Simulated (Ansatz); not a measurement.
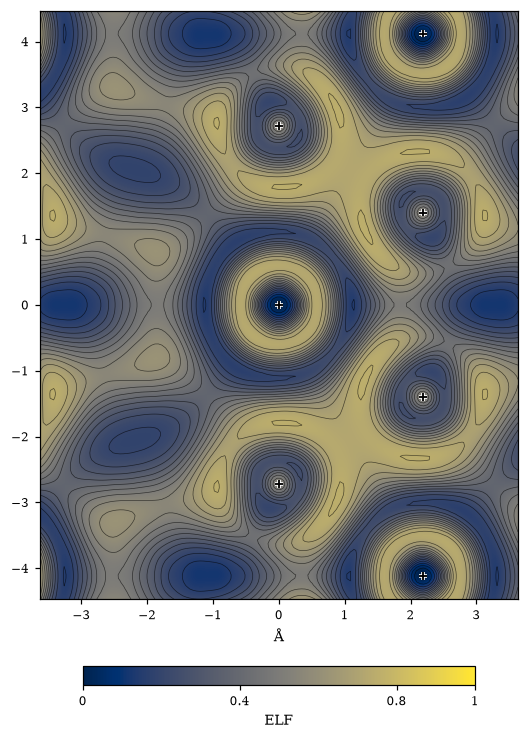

The ELF on a plane through atoms (crosses mark nuclei in the plane).

Theory: Ansatz 0.2.0, DFT PBEsol, scalar-relativistic, plane waves, PAW.

Candidates:
A. AlNi, a = 2.86 Å, b = 2.86 Å, c = 2.86 Å, α = 90.00°, β = 90.00°, γ = 90.00°. Space group Pm-3m; computed without spin polarisation.
B. TaSi2, a = 4.76 Å, b = 4.76 Å, c = 6.57 Å, α = 90.00°, β = 90.00°, γ = 120.00°. Space group P6₄22; computed without spin polarisation.

**Which system is this?**

Candidate B: TaSi2 on the (110) plane of the conventional cell, which holds Ta and Si. Si–Si (2.55 Å): the ELF peaks at about 0.75 between the atoms. Ta–Si (2.60 Å): the ELF peaks at about 0.75 in the valence shell of Si, 0.9 Å from its nucleus, and is about 0.40 at the midpoint.
